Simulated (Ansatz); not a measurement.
Ru: geometry relaxation (part 1 of 2)

The run: geometry relaxation of Ru (Cmcm, 8 atoms in the cell). Method and program: DFT PBE, scalar-relativistic, plane waves, PAW, no spin polarisation (Ansatz 0.2.0).

The structure derives from an entry of the Crystallography Open Database. It belongs to a series of runs on one base structure; here: film's bulk on the substrate's plane, third vector and atoms relaxed.

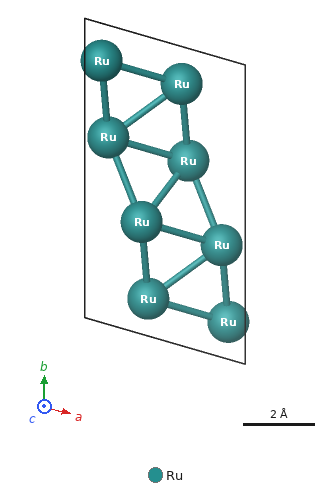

Fig. 1: The structure as given in the input (ball-and-stick view of the cell of the calculation, along the c axis). An atom can appear more than once, as a periodic image. Near neighbours in the periodic cell (some may lie outside the picture): Ru has 12 Ru at 2.59 to 2.77 Å.

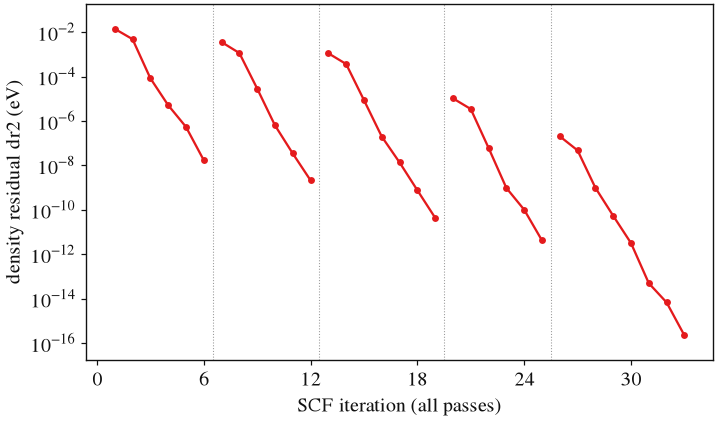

Fig. 2: Convergence of the self-consistent field: density residual dr2 against the SCF iteration. The dotted lines part the SCF passes of the relaxation: geometry steps, rejected trials and re-solves on a re-selected basis. The 5 passes take 6 to 8 iterations each, 33 in all.

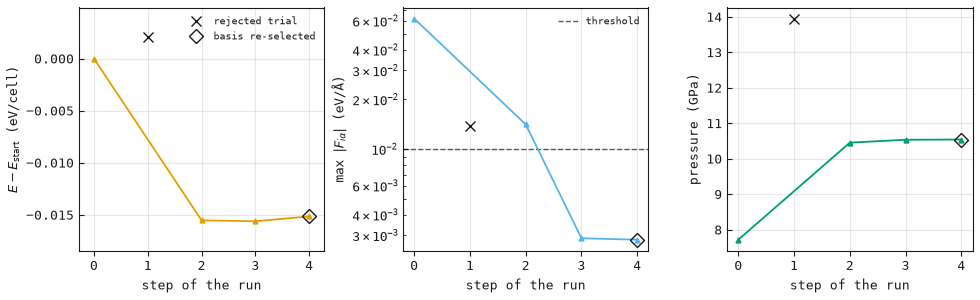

Fig. 3: Progress of the relaxation, step by step (the first geometry is step 0 here and step 1 in the log).

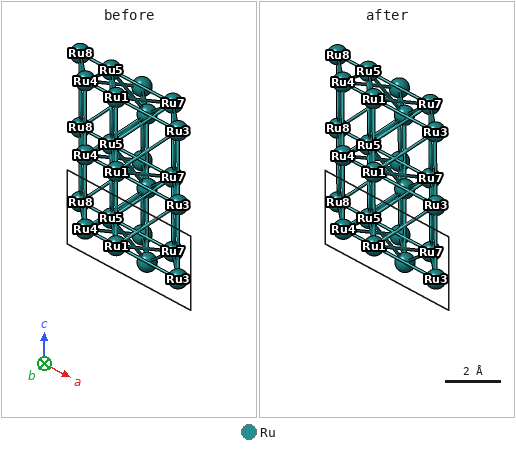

Fig. 4: Before (left) and after (right) the relaxation, at one scale (ball-and-stick view of the cell of the calculation, repeated 1 × 1 × 3, along the b axis). After 3 geometry steps the energy has fallen by 15.6 meV per cell of the calculation. Largest force component: 0.062 eV/Å at the start, 0.0028 eV/Å at the end. Pressure: 7.72 GPa at the start and 10.54 GPa at the end. The line search rejected the trial step at point 1 (counted from 0) and went back. The atoms keep their places relative to the cell (all moves are under 0.005 Å). The volume changes by −0.9 %, with a stays at 5.470 Å, b stays at 8.648 Å, c 2.774 → 2.756 Å (−0.7 %), β 119.5° → 119.7°. Distances before and after: Ru1–Ru1 2.774 → 2.756 Å, Ru1–Ru5 2.607 → 2.596 Å. The space group stays Cmcm (No. 63). A last SCF at the same geometry on a re-selected plane-wave basis shifts the energy by +0.5 meV per cell of the calculation. (Atoms are counted from 1 in the order of the input.)

The input that produced these results follows, with the program's output.

**Input**
```yaml
crystal:
  lattice:
    - [5.469762385, 0.0, 0.0]
    - [-2.7348811925, 8.2046435775, 0.0]
    - [-1.3674405963, 0.0, 2.4140797262]
  atoms:
    - { symbol: Ru, position: [0.3958333333, 0.125, 0.3333333333] }
    - { symbol: Ru, position: [0.6458333333, 0.625, 0.3333333333] }
    - { symbol: Ru, position: [0.8958333333, 0.125, 0.3333333333] }
    - { symbol: Ru, position: [0.1458333333, 0.625, 0.3333333333] }
    - { symbol: Ru, position: [0.3541666667, 0.375, 0.6666666667] }
    - { symbol: Ru, position: [0.6041666667, 0.875, 0.6666666667] }
    - { symbol: Ru, position: [0.8541666667, 0.375, 0.6666666667] }
    - { symbol: Ru, position: [0.1041666667, 0.875, 0.6666666667] }
basis:
  ecutwfc: 420
kpoints:
  mp_grid: { grid: [7, 5, 14] }
hamiltonian:
  xc: pbe
scf:
  occupations: { method: gaussian, width: 0.1 }
output:
  forces: true
  stress: true
  eigenvalues: true
relax:
  adjacent_minimum: "off"
  f_tol: 0.01
  max_steps: 50
  cell: { fix: [a, b, gamma], stress_tol: 0.1 }
```

Launch command:
```bash
ansatz run input.yaml --threads 8 --pin off --max-ram 20480MiB --backend cpu --events-out ev --progress --plain --runs-dir out
```

**The program's output**
```
Warning: crystal.symmetry: narrowed to the stabiliser of the k-point mesh — unitary ops 16 → 8; excluded 8 operations that carry a point of the 7×5×14 mesh (shift [0, 0, 0]) off the mesh (the run samples exactly the mesh kpoints.mp_grid names, as under crystal.symmetry.detect: false, and its converged state has the mesh's symmetry, not the crystal's; ε∞, the Born charges and the force constants of a linear response (`dielectric:` by the response, `phonons.method: dfpt`) are averaged over those of the crystal's operations that the state keeps within a tolerance, where `mesh_tensors`, `unaveraged_element` or `gamma_mean_max_change_ev_ang2` stands beside them; a row that `dielectric.field_direction` solves alone is averaged likewise, with nothing beside; a Γ-centred mesh of equal divisions is mapped onto itself by every operation and keeps the whole group, as does a half-shifted one under kpoints.further_shifts: images)
Engine: ansatz 0.2.0, aarch64-unknown-linux-gnu
Pseudopotentials: kind: paw
Pseudopotential: Ru, paw, valence charge 16, recommended cutoff 420 eV (normal), Ru.paw.azcp
Functional definition: PBE
  parameter kappa = 0.804
  parameter beta = 0.06672455060314922
  exchange = pbe_x(kappa = kappa, mu = beta*pi^2/3)
  correlation = pbe_c(beta = beta)
Crystal: 8 atoms, lattice volume = 108.338 Å³
Basis set: ecut = 420 eV, 2115 PW (Γ), exchange–correlation on 80×120×40 points (8 copies of the dense FFT grid, shifted against one another)
Bands: 77, of which v1, the nominal top of the filled ones, is band 64 counted from 1 (63 counted from 0)
Symmetry: 8 space group operations
k-points: 246 of 490
Non-local potential: Ru, projectors of the file, l = 0: 3, l = 1: 2, l = 2: 2, l = 3: 1
PAW form: soft (Blöchl's): semilocal exchange-correlation on the pseudo side does not see the compensation charge
PAW one-centre angular grid: Ru, 590 points (default); XC on 64 Gauss nodes
Initial density: superposition of atomic densities (neutral atoms: chi_scale 0, normalization atom), corrected by the library's trained network
Initial wavefunctions: pseudopotential atomic-orbital guess
Functional: x = pbe(κ = 0.804, μ = 0.2195149727645171), c = pbe(β = 0.06672455060314922)
SCF iter   1: F=—  HF=-47029.048535 eV  |F-HF|=—  |Δ(HF+E_count)|=         —  Δρ=7.43e-3  dr2=1.40e-2  ethr=1.77e-3  ⟨swp⟩=5.1  Hψ=58989  notcnv=0
preconditioner: auto → Kerker (q_TF=auto, 2.805 Å⁻¹)  [metal: Δε(μ)=0.006 eV  Ē_g=4.972 eV  σ=0.100 eV  W_gap=0.03  n_scr=44 (ndim 8)  ℏωp=28.5 eV  f_vac=0.000  D(μ)=7.99/eV (n_scr^D=94)]
SCF iter   2: F=—  HF=-47029.060139 eV  |F-HF|=—  |Δ(HF+E_count)|=   1.16e-2  Δρ=4.31e-3  dr2=4.80e-3  ethr=1.09e-5  ⟨swp⟩=2.0  Hψ=34700  notcnv=0
SCF iter   3: F=—  HF=-47029.064514 eV  |F-HF|=—  |Δ(HF+E_count)|=   4.38e-3  Δρ=3.41e-4  dr2=8.38e-5  ethr=3.75e-6  ⟨swp⟩=2.0  Hψ=25344  notcnv=0
SCF iter   4: F=—  HF=-47029.064454 eV  |F-HF|=—  |Δ(HF+E_count)|=   6.04e-5  Δρ=7.78e-5  dr2=5.14e-6  ethr=6.54e-8  ⟨swp⟩=2.0  Hψ=33702  notcnv=0
SCF iter   5: F=—  HF=-47029.064453 eV  |F-HF|=—  |Δ(HF+E_count)|=   7.73e-7  Δρ=2.40e-5  dr2=5.43e-7  ethr=4.02e-9  ⟨swp⟩=2.1  Hψ=23787  notcnv=0
SCF iter   6: F=-47029.064453 eV  HF=-47029.064453 eV  |F-HF|=3.19e-9  |Δ(HF+E_count)|=   1.09e-7  Δρ=4.64e-6  dr2=1.72e-8  ethr=7.81e-11  ⟨swp⟩=7.1  Hψ=67199  notcnv=0
SCF 1 converged in 6 iterations: F = -47029.064453 eV  dr2 = 1.72e-8
  greatest PAW one-centre occupation: 0.998 electrons in one spin orbital (limit 2), on the Ru atom at site 7 (counted from 0), in its partial waves of l = 0
relax step   1: F+E_penalty+E_count = -47029.06445294 eV  Δ(F+E_penalty+E_count) = +0.000e0 eV  max|allowed force component| = 6.193e-2 eV/Å  Δτ_max = 0.0000 Å  P = +7.720 GPa  Ω = 108.338 Å³  fix = [a, b, gamma]  reactions: a +2.331, b +25.564 GPa; gamma -8.569 GPa/rad  (6 SCF iters, dr2 threshold 1.00e-7 eV, accepted)
Crystal: 8 atoms, lattice volume = 106.294 Å³
Basis set: ecut = 420 eV, 2061 PW (Γ), exchange–correlation on 80×120×40 points (8 copies of the dense FFT grid, shifted against one another)
Initial density: handed on by an earlier stage of this run
Initial wavefunctions: those handed on with the density
iter 1 solved again at ethr=2.94e-6 eV; its pass at ethr=3.10e-3 eV (dr2=3.76e-3 eV) is discarded
SCF iter   1: F=—  HF=-47029.063057 eV  |F-HF|=—  |Δ(HF+E_count)|=         —  Δρ=2.23e-3  dr2=3.55e-3  ethr=2.94e-6  ⟨swp⟩=2.0  Hψ=89858  notcnv=0
preconditioner: auto → Kerker (q_TF=auto, 2.814 Å⁻¹)  [metal: Δε(μ)=0.002 eV  Ē_g=5.102 eV  σ=0.100 eV  W_gap=0.01  n_scr=44 (ndim 8)  ℏωp=28.8 eV  f_vac=0.000  D(μ)=7.82/eV (n_scr^D=90)]
SCF iter   2: F=—  HF=-47029.062564 eV  |F-HF|=—  |Δ(HF+E_count)|=   4.92e-4  Δρ=1.30e-3  dr2=1.14e-3  ethr=2.78e-6  ⟨swp⟩=1.1  Hψ=18956  notcnv=0
SCF iter   3: F=—  HF=-47029.062413 eV  |F-HF|=—  |Δ(HF+E_count)|=   1.51e-4  Δρ=1.96e-4  dr2=2.88e-5  ethr=8.87e-7  ⟨swp⟩=2.0  Hψ=25952  notcnv=0
SCF iter   4: F=—  HF=-47029.062370 eV  |F-HF|=—  |Δ(HF+E_count)|=   4.28e-5  Δρ=3.58e-5  dr2=6.36e-7  ethr=2.25e-8  ⟨swp⟩=2.0  Hψ=26081  notcnv=0
iter 5 did not close the SCF: its close was put off for the readings that it lacked (scf_convergence_deferred on its scf_iter line)
SCF iter   5: F=-47029.062370 eV  HF=-47029.062370 eV  |F-HF|=9.26e-9  |Δ(HF+E_count)|=   9.08e-8  Δρ=6.74e-6  dr2=3.44e-8  ethr=4.97e-10  ⟨swp⟩=2.3  Hψ=27712  notcnv=0
SCF iter   6: F=-47029.062370 eV  HF=-47029.062370 eV  |F-HF|=4.95e-10  |Δ(HF+E_count)|=   2.91e-9  Δρ=1.53e-6  dr2=2.12e-9  ethr=2.69e-11  ⟨swp⟩=2.0  Hψ=56399  notcnv=0
SCF 2 converged in 6 iterations: F = -47029.062370 eV  dr2 = 2.12e-9
relax step   2: F+E_penalty+E_count = -47029.06237019 eV  Δ(F+E_penalty+E_count) = +2.083e-3 eV  max|allowed force component| = 1.384e-2 eV/Å  Δτ_max = 0.0008 Å  P = +13.955 GPa  Ω = 106.294 Å³  energy of the carried Pulay correction = +1.000e-3 eV  fix = [a, b, gamma]  (6 SCF iters, dr2 threshold 8.00e-7 eV, rejected (line search))
Crystal: 8 atoms, lattice volume = 107.404 Å³
Basis set: ecut = 420 eV, 2089 PW (Γ), exchange–correlation on 80×120×40 points (8 copies of the dense FFT grid, shifted against one another)
iter 1 solved again at ethr=8.43e-7 eV; its pass at ethr=3.10e-3 eV (dr2=1.08e-3 eV) is discarded
SCF iter   1: F=—  HF=-47029.080234 eV  |F-HF|=—  |Δ(HF+E_count)|=         —  Δρ=1.21e-3  dr2=1.11e-3  ethr=8.43e-7  ⟨swp⟩=2.8  Hψ=89223  notcnv=0
preconditioner: auto → Kerker (q_TF=auto, 2.809 Å⁻¹)  [metal: Δε(μ)=0.002 eV  Ē_g=5.025 eV  σ=0.100 eV  W_gap=0.01  n_scr=44 (ndim 8)  ℏωp=28.7 eV  f_vac=0.000  D(μ)=7.95/eV (n_scr^D=90)]
SCF iter   2: F=—  HF=-47029.080073 eV  |F-HF|=—  |Δ(HF+E_count)|=   1.61e-4  Δρ=7.05e-4  dr2=3.64e-4  ethr=8.43e-7  ⟨swp⟩=1.0  Hψ=18953  notcnv=0
SCF iter   3: F=—  HF=-47029.080013 eV  |F-HF|=—  |Δ(HF+E_count)|=   5.97e-5  Δρ=1.06e-4  dr2=8.66e-6  ethr=2.84e-7  ⟨swp⟩=2.0  Hψ=26270  notcnv=0
SCF iter   4: F=—  HF=-47029.079975 eV  |F-HF|=—  |Δ(HF+E_count)|=   3.80e-5  Δρ=2.02e-5  dr2=1.98e-7  ethr=6.76e-9  ⟨swp⟩=2.0  Hψ=26450  notcnv=0
SCF iter   5: F=—  HF=-47029.079975 eV  |F-HF|=—  |Δ(HF+E_count)|=   2.51e-8  Δρ=4.22e-6  dr2=1.36e-8  ethr=1.55e-10  ⟨swp⟩=2.1  Hψ=33032  notcnv=0
SCF iter   6: F=—  HF=-47029.079975 eV  |F-HF|=—  |Δ(HF+E_count)|=   1.43e-9  Δρ=9.38e-7  dr2=7.61e-10  ethr=1.06e-11  ⟨swp⟩=2.0  Hψ=28749  notcnv=0
SCF iter   7: F=-47029.079975 eV  HF=-47029.079975 eV  |F-HF|=4.37e-11  |Δ(HF+E_count)|=  2.91e-11  Δρ=2.46e-7  dr2=4.38e-11  ethr=1.00e-12  ⟨swp⟩=4.0  Hψ=58909  notcnv=0
SCF 3 converged in 7 iterations: F = -47029.079975 eV  dr2 = 4.38e-11
relax step   3: F+E_penalty+E_count = -47029.07997514 eV  Δ(F+E_penalty+E_count) = -1.552e-2 eV  max|allowed force component| = 1.412e-2 eV/Å  Δτ_max = 0.0015 Å  P = +10.456 GPa  Ω = 107.404 Å³  energy of the carried Pulay correction = +4.545e-4 eV  fix = [a, b, gamma]  reactions: a +3.752, b +27.831 GPa; gamma -9.335 GPa/rad  (7 SCF iters, accepted)
Crystal: 8 atoms, lattice volume = 107.377 Å³
iter 1 solved again at ethr=8.31e-9 eV; its pass at ethr=3.10e-3 eV (dr2=1.06e-5 eV) is discarded
SCF iter   1: F=—  HF=-47029.080100 eV  |F-HF|=—  |Δ(HF+E_count)|=         —  Δρ=1.35e-4  dr2=1.04e-5  ethr=8.31e-9  ⟨swp⟩=2.2  Hψ=71574  notcnv=0
preconditioner: auto → Kerker (q_TF=auto, 2.809 Å⁻¹)  [metal: Δε(μ)=0.001 eV  Ē_g=5.029 eV  σ=0.100 eV  W_gap=0.00  n_scr=44 (ndim 8)  ℏωp=28.7 eV  f_vac=0.000  D(μ)=7.92/eV (n_scr^D=90)]
SCF iter   2: F=—  HF=-47029.080060 eV  |F-HF|=—  |Δ(HF+E_count)|=   3.91e-5  Δρ=7.78e-5  dr2=3.44e-6  ethr=8.09e-9  ⟨swp⟩=1.0  Hψ=18942  notcnv=0
iter 3 did not close the SCF: its close was put off for the readings that it lacked (scf_convergence_deferred on its scf_iter line)
SCF iter   3: F=-47029.080060 eV  HF=-47029.080060 eV  |F-HF|=3.71e-10  |Δ(HF+E_count)|=   7.17e-7  Δρ=1.17e-5  dr2=6.11e-8  ethr=2.68e-9  ⟨swp⟩=2.0  Hψ=26804  notcnv=0
iter 4 did not close the SCF: its close was put off for the readings that it lacked (scf_convergence_deferred on its scf_iter line)
SCF iter   4: F=-47029.080060 eV  HF=-47029.080060 eV  |F-HF|=1.89e-10  |Δ(HF+E_count)|=   1.56e-9  Δρ=1.48e-6  dr2=9.63e-10  ethr=4.78e-11  ⟨swp⟩=2.7  Hψ=34809  notcnv=0
iter 5 did not close the SCF: its close was put off for the readings that it lacked (scf_convergence_deferred on its scf_iter line)
SCF iter   5: F=-47029.080060 eV  HF=-47029.080060 eV  |F-HF|=1.46e-11  |Δ(HF+E_count)|=  3.49e-10  Δρ=4.85e-7  dr2=1.01e-10  ethr=1.00e-12  ⟨swp⟩=2.8  Hψ=34776  notcnv=0
SCF iter   6: F=-47029.080060 eV  HF=-47029.080060 eV  |F-HF|=0.00e0  |Δ(HF+E_count)|=  2.91e-11  Δρ=7.49e-8  dr2=4.20e-12  ethr=1.00e-12  ⟨swp⟩=1.0  Hψ=38876  notcnv=0
SCF 4 converged in 6 iterations: F = -47029.080060 eV  dr2 = 4.20e-12
relax step   4: F+E_penalty+E_count = -47029.08005976 eV  Δ(F+E_penalty+E_count) = -8.462e-5 eV  max|allowed force component| = 2.879e-3 eV/Å  Δτ_max = 0.0007 Å  P = +10.538 GPa  Ω = 107.377 Å³  energy of the carried Pulay correction = +4.679e-4 eV  fix = [a, b, gamma]  reactions: a +3.767, b +27.898 GPa; gamma -9.358 GPa/rad  (6 SCF iters, dr2 threshold 1.17e-7 eV, accepted)
Initial wavefunctions: pseudopotential atomic-orbital guess (no wavefunctions were taken with the density)
iter 1 solved again at ethr=4.50e-8 eV; its pass at ethr=3.10e-3 eV (dr2=5.76e-5 eV) is discarded
```
